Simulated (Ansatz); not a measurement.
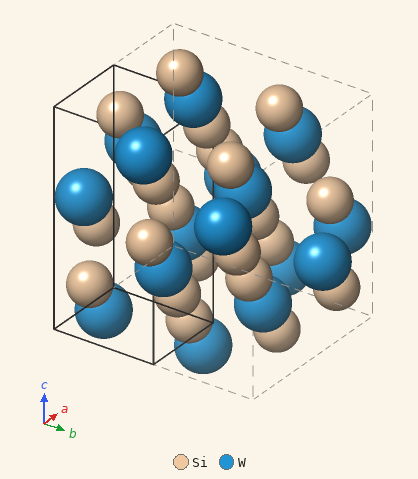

Spheres-only model, viewed from a general direction. A 2×2×1 array of cells is drawn; the conventional unit cell has the solid edges.

The solid is Si₂W. The lattice is primitive hexagonal and the space group P6_222 (No. 180). Counting shared atoms by their share gives 6 Si, 3 W, or 9 atoms.

Starting structure: a structure listed in the Materials Project. Earlier steps of the study, as a rule a relaxation of our own, may have changed the cell and positions, so they can lie some per cent off the listed ones. It went into a calculation with Ansatz.

At this level of theory the run's own cell isn't at rest (stretched, at -5 GPa), so its distances can differ from those at equilibrium, the more so the softer the solid.
